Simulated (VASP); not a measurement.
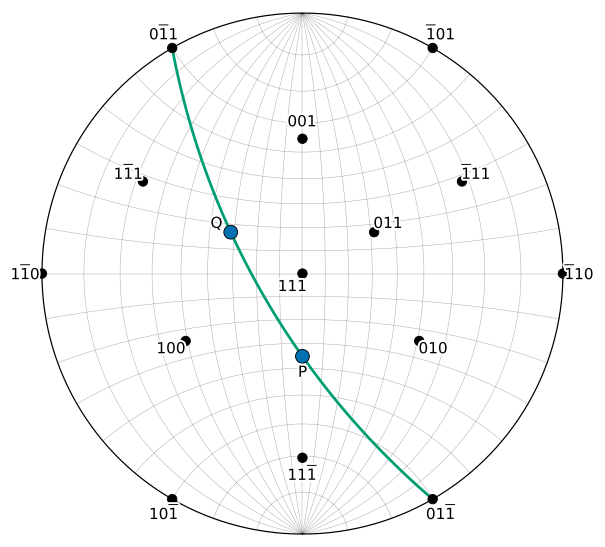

Crystal: HfO₂, an entry of the Crystallography Open Database, as set up for an electronic-structure calculation. Stereographic projection of plane normals (upper hemisphere) centred on (1 1 1). Geometry calculated from the standardised cell; symmetry tolerance 0.002 Å.

a = 5.115 Å, b = 5.115 Å, c = 5.115 Å, α = 90.00°, β = 90.00°, γ = 90.00°.

**Index the poles marked P, Q.**

P is (1 1 0), 35.3° from the centre; Q is (1 0 1), 35.3° from the centre.

**Which zone does the coloured great circle trace?**

The zone [1 −1 −1]: its poles satisfy h − k − l = 0.

**What is the angle between the normals of (1 1 0) and (−1 1 0), and what are their d_hkl = 1/|g|?**

90.0°; d = 3.617 Å and 3.617 Å.
